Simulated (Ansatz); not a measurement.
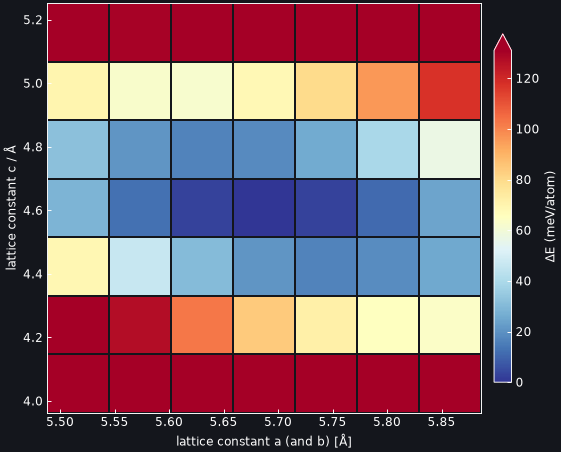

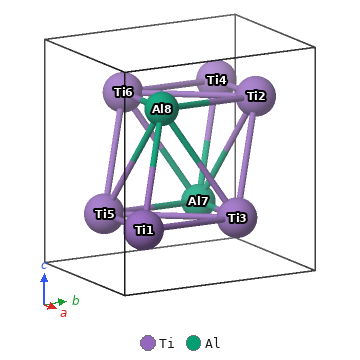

Energy landscape of Ti₃Al (P6_3/mmc, No. 194; 8 atoms in the cell). 
- The energy is mapped over the lattice constants a and c of the conventional cell.
- Coordinates scanned: (1) lattice constant a (and b); (2) lattice constant c.
- Nothing is relaxed (fractional coordinates fixed).
- The grid has 7 × 7 points.
- Points are written as (first, second).
- Energies are in meV/atom, from the lowest grid point.
- Computed with DFT PBEsol, scalar-relativistic, plane waves, PAW (Ansatz). Settings: cutoff 520 eV, k-mesh 9×9×10 in the order of the run's cell vectors, gaussian smearing 0.15 eV, no spin polarisation.

In the figure: one coloured cell a grid point, one colour for all values above the top of the scale. The second picture is the structure at the lowest point

What does the map say about the system?

Answer. The lowest grid point is at (5.687 Å, 4.607 Å). It is the only kind of minimum in the scanned range. The highest grid point, (5.517 Å, 4.054 Å), lies 305 meV/atom above the lowest. Round the minimum the valley is somewhat tilted: raising lattice constant a (and b) shifts the best value of lattice constant c downwards (coupling k₁₂/√(k₁₁k₂₂) about 0.4).

Grid values (meV/atom):

```tsv
lattice constant c ↓, lattice constant a (and b) →	5.517	5.573	5.630	5.687	5.744	5.801	5.858
5.160	134	130	133	142	156	176	200
4.976	70	63	62	68	79	96	118
4.792	32	21	16	18	26	39	57
4.607	28	12	3	0	3	11	24
4.423	69	46	30	21	17	18	25
4.239	159	127	103	84	72	65	64
4.054	305	263	227	198	176	160	149
```

Each point was launched as `ansatz run input.yaml --threads 4 --pin off --max-ram 8192MiB --backend cpu --events-out ev --progress --plain --runs-dir out`. The whole map (49 points run) took 9.2 min on 4 threads of Arm Neoverse V1 (shared host).

PAW datasets: the set soft_1.
